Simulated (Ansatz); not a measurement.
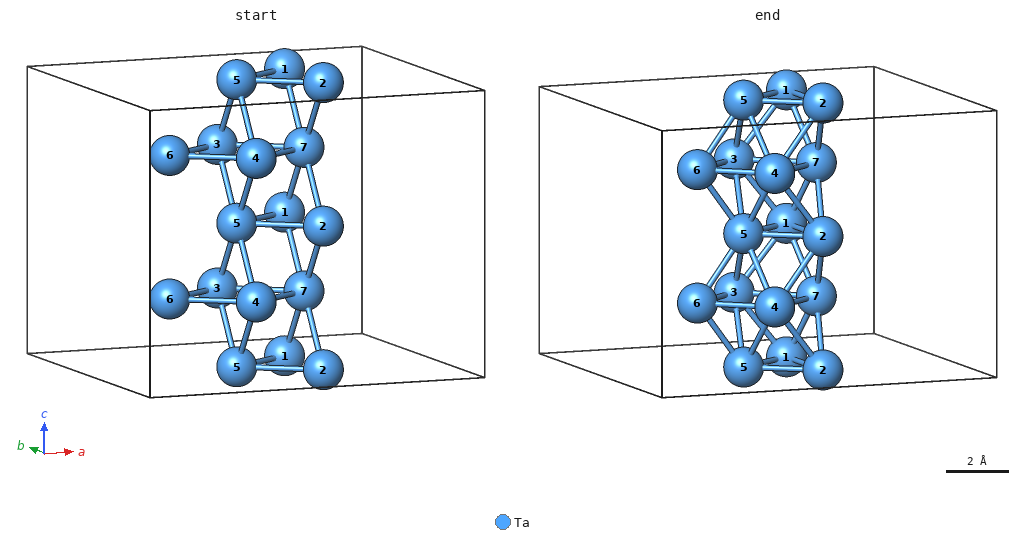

The structure of a wire of composition Ta before (left) and after (right) a relaxation, at one scale.

Style: ball-and-stick. Shown: the 2 repeat of the cell, with the vacuum cut short, slightly off an axis.

Case: wire along [1 1 0], 7 atoms a period.

Theory: Ansatz, DFT PBE, scalar-relativistic, plane waves, PAW.

The input:
```yaml
crystal:
  lattice:
    - [13.7, 0.0, 0.0]
    - [0.0, 12.6, 0.0]
    - [0.0, 0.0, 4.6934773201]
  atoms:
    - { symbol: Ta, position: [0.6712947927, 0.6316980016, 0.0] }
    - { symbol: Ta, position: [0.6712947927, 0.3683019984, 0.0] }
    - { symbol: Ta, position: [0.5, 0.6316980016, 0.5] }
    - { symbol: Ta, position: [0.5, 0.3683019984, 0.5] }
    - { symbol: Ta, position: [0.5, 0.5, 0.0] }
    - { symbol: Ta, position: [0.3287052073, 0.5, 0.5] }
    - { symbol: Ta, position: [0.6712947927, 0.5, 0.5] }
basis:
  ecutwfc: 420
kpoints:
  mp_grid: { grid: [1, 1, 12] }
hamiltonian:
  xc: pbe
scf:
  occupations: { method: gaussian, width: 0.05 }
output:
  forces: true
  stress: true
  eigenvalues: true
  populations: true
  write_density: true
  write_potential: true
  elf: true
  volumetric_format: npy
relax:
  adjacent_minimum: "off"
  f_tol: 0.02
  max_steps: 45
  cell: { fix: [a, b, alpha, beta, gamma], stress_tol: 0.03 }
```

Run as
```bash
ansatz run input.yaml --threads 4 --pin off --max-ram 11264MiB --backend cpu --events-out ev --progress --plain --runs-dir out
```

**Summarise the run.**

The largest move relative to the centre of the atoms is that of Ta6, 0.55 Å. Along the periodic axis the drawn cell goes c 9.387 → 8.728 Å (−7.0 %). Some distances before and after: Ta5–Ta6 3.319 → 2.715 Å, Ta1–Ta3 3.319 → 2.804 Å, Ta1–Ta5 2.874 → 2.640 Å, Ta1–Ta2 3.319 → 3.117 Å. New bonds form, among them: Ta5–Ta6 (3.32 → 2.71 Å). Among the angles between lasting bonds that change: Ta1–Ta7–Ta2 180.0° → 162.7°, Ta3–Ta5–Ta4 180.0° → 164.5°, Ta3–Ta6–Ta4 70.5° → 81.9°. The energy falls by 3.582 eV per cell of the calculation in 12 accepted moves (14 points after the start). Largest force component: 4.7 eV/Å at the start, 0.0055 eV/Å at the end. The line search rejected the trial step at point 5 of the run. The SCF was repeated once at an unchanged geometry on a basis and grid sized afresh for the cell, which shifted the energy by 1.7 meV per cell of the calculation at most.

Limits of the set-up: the k-point mesh is coarse for a cell with partly filled bands.
